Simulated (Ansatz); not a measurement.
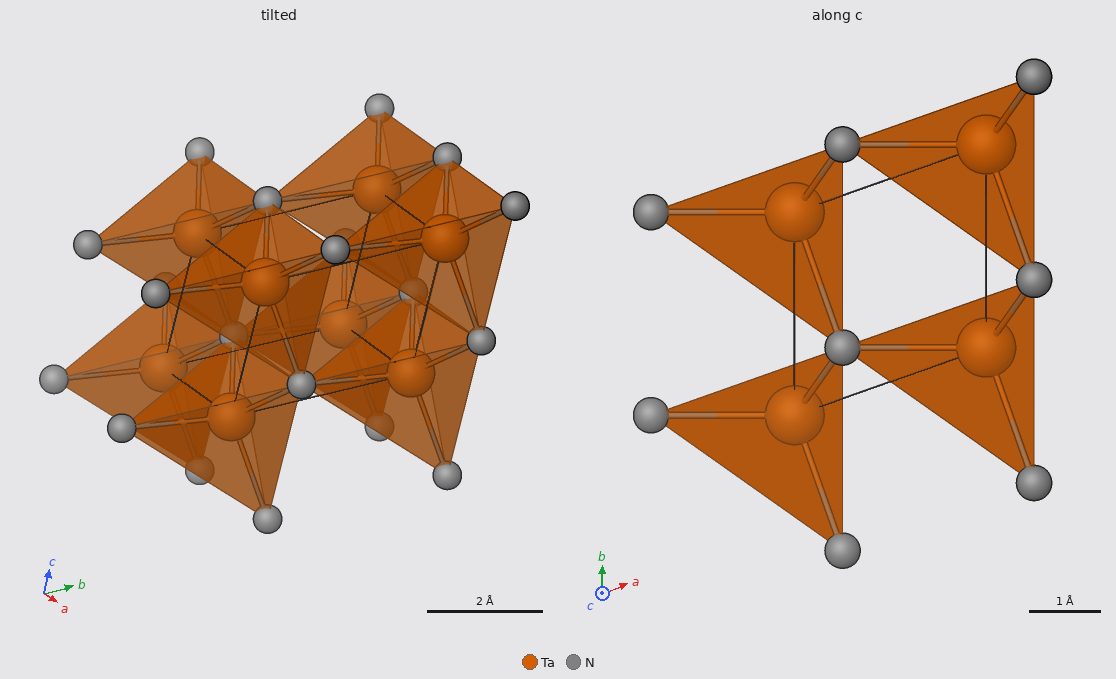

We look at a polyhedral model of the crystal slightly off an axis and along the c axis. The frame is the simulation cell; atoms at its boundary are shown with their periodic copies. Some neighbours outside the box are added.

Input deck:
```yaml
crystal:
  lattice:
    - [0.0, 2.3575646433, 2.3575646433]
    - [2.3575646433, 0.0, 2.3575646433]
    - [2.3575646433, 2.3575646433, 0.0]
  atoms:
    - { symbol: Ta, position: [0.0, 0.0, 0.0], spin: 0.05 }
    - { symbol: "N", position: [0.25, 0.25, 0.25] }
basis:
  ecutwfc: 500
  ecutrho_ratio: 4
kpoints:
  mp_grid: { grid: [12, 12, 12] }
hamiltonian:
  xc: r2scan
scf:
  occupations: { method: gaussian, width: 0.05 }
output:
  forces: true
  stress: true
  eigenvalues: true
  populations: true
magnetization:
  spin_polarized: true
```
Run as:
```sh
ansatz run input.yaml --threads 2 --pin off --max-ram 2662MiB --backend cpu --events-out ev --progress --plain --runs-dir out
```

Theory: DFT r2SCAN, scalar-relativistic, plane waves, PAW (Ansatz). Numerical settings: a kinetic-energy cutoff of 500 eV, Brillouin-zone sampling on a 12×12×12 mesh, Gaussian smearing of 0.05 eV, collinear spins.

### Classify it as metallic or gapped, with the value.

A metal: bands cross the Fermi level.

### How far is the cell from zero pressure?

The computed pressure is 3.1 GPa (compressed: it would expand).

### Does the calculation give a magnetic state?

No: the moments vanish.

The structure was taken from a structure type filled with these elements by a generator (whether the compound takes this form wasn't checked). The cell was then strained or its atoms displaced on purpose. It was the input of a calculation with Ansatz.
